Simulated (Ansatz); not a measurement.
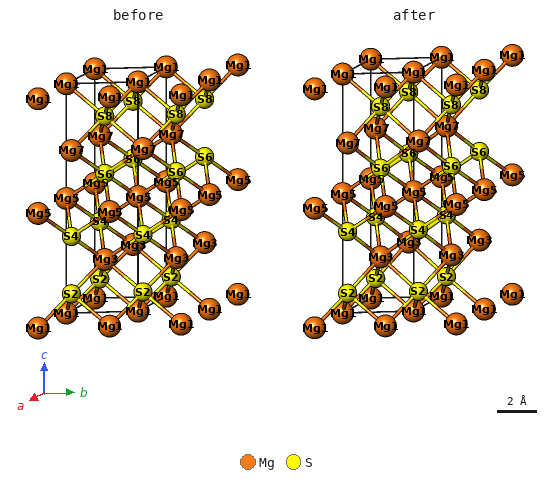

The structure of a crystal of MgS (a generated structure, set up in P6_3/mmc) before (left) and after (right) a relaxation, at one scale.

The picture is a ball-and-stick view of the cell of the calculation, repeated 2 × 2 × 1 with one cell outlined, seen slightly off an axis.

Case: stacking ABAC.

All numbers below come from DFT PBE, scalar-relativistic, plane waves, PAW in Ansatz.

Input file:
```yaml
crystal:
  lattice:
    - [3.6979480323, 0.0, 0.0]
    - [-1.8489740162, 3.2025169379, 0.0]
    - [0.0, 0.0, 12.0774921543]
  atoms:
    - { symbol: Mg, position: [0.0, 0.0, 0.0] }
    - { symbol: S, position: [0.6666666667, 0.3333333333, 0.125] }
    - { symbol: Mg, position: [0.3333333333, 0.6666666667, 0.25] }
    - { symbol: S, position: [0.6666666667, 0.3333333333, 0.375] }
    - { symbol: Mg, position: [0.0, 0.0, 0.5] }
    - { symbol: S, position: [0.3333333333, 0.6666666667, 0.625] }
    - { symbol: Mg, position: [0.6666666667, 0.3333333333, 0.75] }
    - { symbol: S, position: [0.3333333333, 0.6666666667, 0.875] }
basis:
  ecutwfc: 420
kpoints:
  mp_grid: { grid: [9, 9, 3] }
hamiltonian:
  xc: pbe
scf:
  occupations: { method: gaussian, width: 0.02 }
output:
  forces: true
  stress: true
  eigenvalues: true
  populations: true
relax:
  adjacent_minimum: "off"
  f_tol: 0.01
  max_steps: 45
  cell: { stress_tol: 0.05 }
```

Command:
```bash
ansatz run input.yaml --threads 1 --pin off --max-ram 2560MiB --backend cpu --events-out ev --progress --plain --runs-dir out
```

Question: Summarise the run.

Answer: Over 4 accepted moves (5 points after the start) the energy falls by 29.7 meV per atom. The largest force component goes from 0.85 to 0.00024 eV/Å. Pressure: 2.05 GPa at the start and 0.00 GPa at the end. The SCF was repeated once at an unchanged geometry on a basis and grid sized afresh for the cell, which shifted the energy by less than 0.05 meV per atom at most. The largest moves relative to the cell, 0.051 Å, are those of S2, S4, S6 and S8. S6 goes along −c. Mg stays in place. Cell: a = b 3.698 → 3.660 Å (−1.0 %), c 12.077 → 12.584 Å (+4.2 %). Volume +2.1 %. Some distances before and after: Mg3–S4 2.615 → 2.665 Å, Mg1–S2 2.615 → 2.604 Å. Among the angles between lasting bonds that change: S6–Mg7–S8 70.5° → 75.1°, Mg7–S8–Mg7 90.0° → 86.7°, S6–Mg7–S6 90.0° → 86.7°. The space group stays P6_3/mmc (No. 194).
